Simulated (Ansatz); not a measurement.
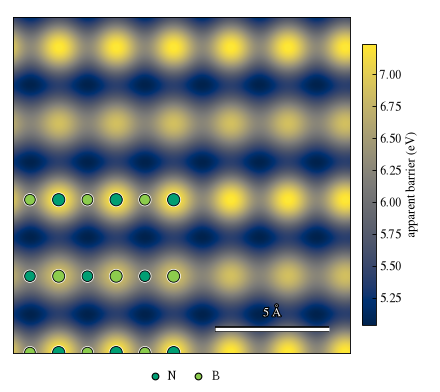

Map of the apparent barrier height, 0.952 eV Å² × (d ln I/dz)², 3.0 Å above BN(100) (P6_3/mmc bulk, 12 atomic planes (those closer than 0.6 Å count as one), 11 Å, BN-terminated) at −0.25 V; lighter colours are higher.

Images follow the Tersoff–Hamann model: the current is the local density of the sample's states between the Fermi level and the bias, at the tip's centre. Bias windows are sharp sums over the levels of the k mesh.

Method: DFT LDA, scalar-relativistic, plane waves, PAW (Ansatz 0.2.0). Cutoff 420 eV, 23 × 9 k-points, Gaussian smearing 0.05 eV, dipole correction. The slab is a cut without reconstruction beyond its cell, at the source's lattice constants, with its lower half held fixed and the rest relaxed. No spin polarisation. The run couldn't confirm all of its levels under its output density. The run warns that the functional's potential is rough in the thin density of the vacuum, where the tip is; weak contrasts and barriers may feel it.

Where is the apparent barrier highest and lowest, and over what range?

It is highest, 7.2 eV, over the top N atoms, and lowest, 5.0 eV, over bridge points between N and B atoms. The vacuum level lies 6.17 eV above zero bias.
